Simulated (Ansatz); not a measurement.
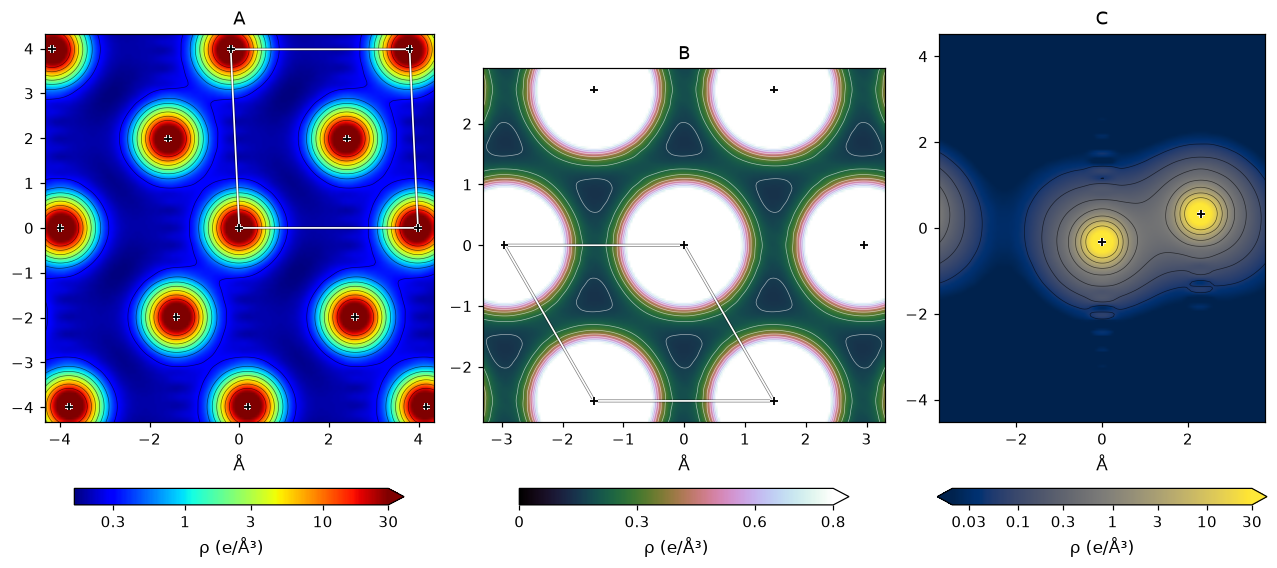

The valence charge density (pseudo) of 3 systems, each on a plane through atoms (crosses mark nuclei in the plane).

Method: DFT PBEsol, scalar-relativistic, plane waves, PAW in Ansatz.

System 1: Cu, the (010) plane of the conventional cell. Space group C2/m; a structure from a database of computed crystals, not necessarily the ambient phase; computed without spin polarisation.

```cif
data_structure
_symmetry_space_group_name_H-M 'P 1'
_symmetry_Int_Tables_number 1
_cell_length_a 3.9876
_cell_length_b 2.8856
_cell_length_c 3.9876
_cell_angle_alpha 90.000
_cell_angle_beta 92.711
_cell_angle_gamma 90.000
_cell_volume 45.83
loop_
_atom_site_label
_atom_site_type_symbol
_atom_site_fract_x
_atom_site_fract_y
_atom_site_fract_z
_atom_site_occupancy
Cu1 Cu 0.18731 0.50000 0.75008 1
Cu2 Cu 0.68731 0.00000 0.75008 1
Cu3 Cu 0.31269 0.00000 0.24992 1
Cu4 Cu 0.81269 0.50000 0.24992 1
```

System 2: Ge (slab), the (110) plane of the calculation cell, a cut from vacuum to vacuum. 

System 3: Ag, the (001) plane of the conventional cell. Space group P6₃/mmc; changed on purpose from its base cell (strain +0.030 along x and y, +0.000 along z, atoms carried along); computed pressure about −6 GPa in this cell.

```
Ag
1.0
     2.95708    0.00000    0.00000
    -1.47854    2.56091    0.00000
     0.00000    0.00000    9.33806
Ag
4
Direct
  0.33333 0.66667 0.25000
  0.66667 0.33333 0.75000
  0.00000 0.00000 0.00000
  0.00000 0.00000 0.50000
```

Question: Match each panel to its system.

Answer: Panel A is system 1, Cu: the plane holds Cu. Cu–Cu (2.43 Å): the density is about 0.34 e/Å³ at the midpoint. Panel B is system 3, Ag: the plane holds Ag. Ag–Ag (2.96 Å): ρ at the midpoint is about 0.19 e/Å³. Panel C is system 2, Ge: the plane holds Ge. Ge–Ge (2.39 Å): ρ is about 0.53 e/Å³ halfway.
